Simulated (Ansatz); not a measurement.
# A series of single points on Ti2C

System: Ti2C (R-3m, 3 atoms in the cell).
Method: Kohn-Sham DFT of a periodic cell, PBEsol, all-electron LAPW, scalar-relativistic, no spin polarisation (Ansatz 0.2.0).

The 7 runs differ only in the geometry, by an even scaling of the cell at fixed fractional positions. The structure derives from a Materials Project entry.

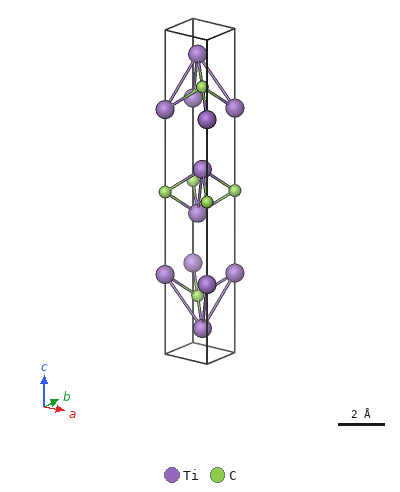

Figure 1. The structure of run 4 (ball-and-stick view of the cell 3 times as large as that of the calculation, set on its symmetry axes, seen at an oblique angle).

**Input of run 4**
```yaml
crystal:
  lattice:
    - [1.540698181, 0.8895225095, 4.8137698526]
    - [-1.540698181, 0.8895225095, 4.8137698526]
    - [0.0, -1.7790450191, 4.8137698526]
  atoms:
    - { symbol: Ti, position: [0.75450217, 0.75450217, 0.75450217] }
    - { symbol: Ti, position: [0.24549783, 0.24549783, 0.24549783] }
    - { symbol: C, position: [0.5, 0.5, 0.5] }
kpoints:
  mp_grid: { grid: [10, 10, 10] }
scf:
  occupations: { method: fermi_dirac, width: 0.05 }
hamiltonian:
  xc: pbesol
  pseudopotentials: { kind: all_electron, lapw: { basis_error: 0.001 } }
output:
  forces: true
  stress: true
  eigenvalues: true
```

Command:
```bash
ansatz run input.yaml --threads 2 --pin off --max-ram 8192MiB --backend cpu --events-out ev --progress --plain --runs-dir out
```

Lattice vectors (Å) and fractional positions of run 4:
```
   1.540698    0.889523    4.813770
  -1.540698    0.889523    4.813770
   0.000000   -1.779045    4.813770
Ti  0.754502  0.754502  0.754502
Ti  0.245498  0.245498  0.245498
C   0.500000  0.500000  0.500000
```

Run 2 differs from it as follows:
```diff
-    - [1.540698181, 0.8895225095, 4.8137698526]
-    - [-1.540698181, 0.8895225095, 4.8137698526]
-    - [0.0, -1.7790450191, 4.8137698526]
+    - [1.5198753828, 0.8775004613, 4.7487109334]
+    - [-1.5198753828, 0.8775004613, 4.7487109334]
+    - [0.0, -1.7550009228, 4.7487109334]
```

**Results, with one run withheld**

```tsv
run	volume per atom (Å³)	free energy per atom, from the lowest run given (meV)	pressure (GPa)
1	12.403	10.81	7.79
2	12.667	?	?
3	12.931	0.00	−0.93
4	13.194	4.65	−4.66
5	13.458	15.15	−8.02
6	13.722	30.91	−11.06
7	13.986	51.42	−13.80
```

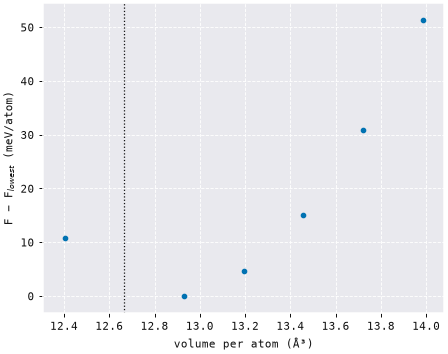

Figure 2. Free energy per atom of the runs given; the dotted line marks run 2.

Estimate the energy of run 2 from the others.

A cubic polynomial in V^(−2/3) (the Birch–Murnaghan form), fitted to the 6 runs given, misses them by under 0.01 meV per atom. With x = V^(−2/3) − 0.17845 Å⁻², it reads F = 6.9435 − 3902 x + 5.3351e+05 x² + 1.5535e+05 x³ (meV per atom). At run 2 it gives 1.80 meV per atom, and the run itself gives 1.82. The slope of the fit gives a pressure −dF/dV of 3.20 GPa there, and the run prints 3.21 GPa. The fit has its minimum at 12.869 Å³ per atom, where V d²F/dV² gives 196 GPa. Cell shape and fractional positions are held, so this is the stiffness under even scaling; the relaxed bulk modulus wasn't computed.

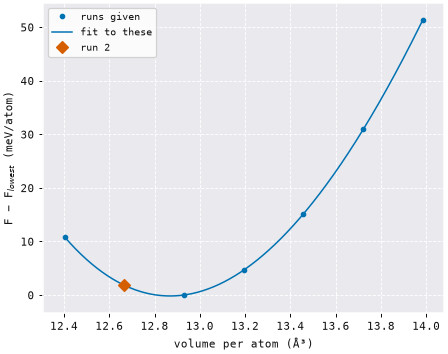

Figure 3. The fit and the withheld run.

**Output, shortened to warnings, some set-up lines, iterations and results (run 2)**
```
Basis set: ecut = 331.26041134862055 eV, 537 PW (Γ), FFT grids on a1−a3, a2−a3, a3, exchange–correlation at level 2
Symmetry: 12 space group operations
k-points: 116 of 1000
Initial density: superposition of atomic densities (chi_scale 0.1, normalization cell, long waves kept (reshape's long-wave potential 0.04 eV rms))
[...]
SCF iter   1: F=—  HF=-47453.642887 eV  |F-HF|=—  |Δ(HF+E_count)|=         —  Δρ=1.28e-1  dr2=1.18e1  ethr=2.82e-2  ⟨swp⟩=2.0  Hψ=18771  notcnv=0
SCF iter   2: F=—  HF=-47450.333375 eV  |F-HF|=—  |Δ(HF+E_count)|=    3.31e0  Δρ=2.81e-2  dr2=9.27e-1  ethr=2.22e-3  ⟨swp⟩=2.0  Hψ=15942  notcnv=0
SCF iter   3: F=—  HF=-47450.128972 eV  |F-HF|=—  |Δ(HF+E_count)|=   2.04e-1  Δρ=2.94e-2  dr2=1.09e0  ethr=2.21e-3  ⟨swp⟩=2.2  Hψ=8954  notcnv=0
SCF iter   4: F=—  HF=-47449.961983 eV  |F-HF|=—  |Δ(HF+E_count)|=         —  Δρ=9.61e-3  dr2=1.22e-1  ethr=2.21e-3  ⟨swp⟩=2.5  Hψ=8878  notcnv=0
SCF iter   5: F=—  HF=-47449.890406 eV  |F-HF|=—  |Δ(HF+E_count)|=   7.16e-2  Δρ=4.53e-3  dr2=9.60e-3  ethr=2.90e-4  ⟨swp⟩=3.0  Hψ=10330  notcnv=0
SCF iter   6: F=—  HF=-47449.885928 eV  |F-HF|=—  |Δ(HF+E_count)|=   4.48e-3  Δρ=1.59e-3  dr2=3.05e-3  ethr=2.29e-5  ⟨swp⟩=3.0  Hψ=9656  notcnv=0
SCF iter   7: F=—  HF=-47449.885002 eV  |F-HF|=—  |Δ(HF+E_count)|=   9.26e-4  Δρ=3.71e-4  dr2=1.11e-4  ethr=7.26e-6  ⟨swp⟩=3.0  Hψ=9361  notcnv=0
SCF iter   8: F=—  HF=-47449.884956 eV  |F-HF|=—  |Δ(HF+E_count)|=   4.66e-5  Δρ=8.78e-5  dr2=2.76e-6  ethr=2.64e-7  ⟨swp⟩=3.0  Hψ=9826  notcnv=0
SCF iter   9: F=—  HF=-47449.884955 eV  |F-HF|=—  |Δ(HF+E_count)|=   1.11e-6  Δρ=4.26e-5  dr2=1.01e-6  ethr=6.57e-9  ⟨swp⟩=3.0  Hψ=9441  notcnv=0
SCF iter  10: F=-47449.884954 eV  HF=-47449.884954 eV  |F-HF|=4.64e-8  |Δ(HF+E_count)|=   2.40e-7  Δρ=1.10e-5  dr2=6.10e-8  ethr=2.40e-9  ⟨swp⟩=2.0  Hψ=9101  notcnv=0
SCF 1 converged in 10 iterations: F = -47449.884954 eV  dr2 = 6.10e-8
SCF converged after 10 iterations
Free energy (F): -47449.884954 eV
Harris-Foulkes:  -47449.884954 eV  (|F-HF|=4.64e-8)
Internal energy: -47449.869006 eV  (E = F + TS)
E sigma→0 (E₀):  -47449.876980 eV
Entropy (-TS):   -0.015949 eV (-5.316 meV/atom)
Fermi energy:    14.232126 eV
--- Per-component energies (eV) ---
  E_band       = -5844.550225
  E_kinetic    = 47889.651184
  E_xc         = -2387.829864
  E_electrostatic = -92951.690326  (all electrons and nuclei)
  E_smearing   = -0.015949  (= −TS)
  E_closure    = 0.000000  (closes the sum)
  E_atoms      = -47423.677353  (free atoms, spherical and without spin; not in F)
  Σ components = -47449.884954   (vs F -47449.884954, Δ=0.00e0)
  Basis errors (estimates in eV, not in F): energy 3.4e-4 per atom: plane waves 3.0e-4 (1.8e-4 summed), levels above the bands 1.1e-22, relativity 1.6e-8, radial functions 3.4e-5, core shells 7.6e-7; eigenvalues (radial functions only) 2.9e-6; not estimated: angular momenta, meshes, grids; target …
--- Forces (eV/Å), atoms counted from 1 ---
  atom   1  Ti     0.00000000     0.00000000    -0.27167124
  atom   2  Ti    -0.00000000    -0.00000000     0.27167124
  atom   3  C     -0.00000000     0.00000000     0.00000000
  max |Σ_I F_I| component: 9.25e-18 eV/Å
--- Stress (GPa, compression-positive) ---
        3.090001       0.000000      -0.000000
        0.000000       3.090001      -0.000000
       -0.000000      -0.000000       3.440239
  P = ⅓ Tr σ = 3.2067 GPa (32.067 kbar)
```
